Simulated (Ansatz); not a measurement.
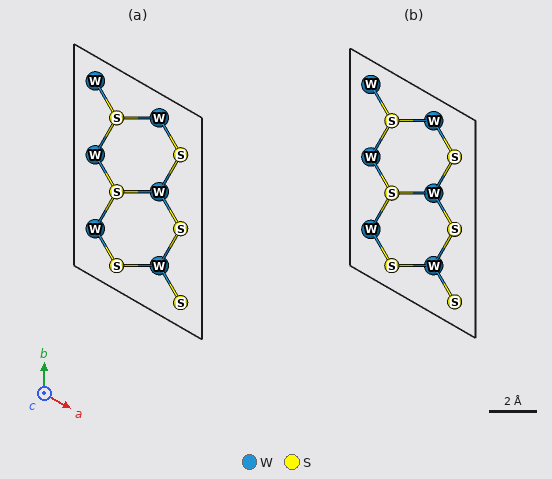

The structure of a slab of composition WS$_{2}$ before (left) and after (right) a relaxation, at one scale.

A ball-and-stick model of the 2 × 3 repeat of the cell, outlined in the plane, without the vacuum, seen along the c axis.

All numbers below come from DFT, LDA, plane waves, PAW (Ansatz 0.2.0). Set-up: plane-wave cutoff 420 eV; k-point mesh 12 × 12 × 1; occupations fermi dirac; smearing width 0.02 eV; no spin polarisation; cell and atoms relaxed; force threshold 0.005 eV/Å.

Q: Summarise the run.

A: Over 3 accepted moves (4 points after the start) the energy falls by 60.4 meV per cell of the calculation. Largest force component: 0.65 eV/Å at the start, 0.0039 eV/Å at the end. The SCF was repeated once at an unchanged geometry on a basis and grid sized afresh for the cell, which shifted the energy by 0.3 meV per cell of the calculation at most. The largest moves, 0.011 Å, are those of S atoms. W stays in place. In the plane the drawn cell goes a 6.375 → 6.251 Å (−1.9 %), b 9.562 → 9.376 Å (−1.9 %). Near-neighbour distances that change, for instance: W–W 3.187 → 3.125 Å, S–W 2.420 → 2.386 Å.
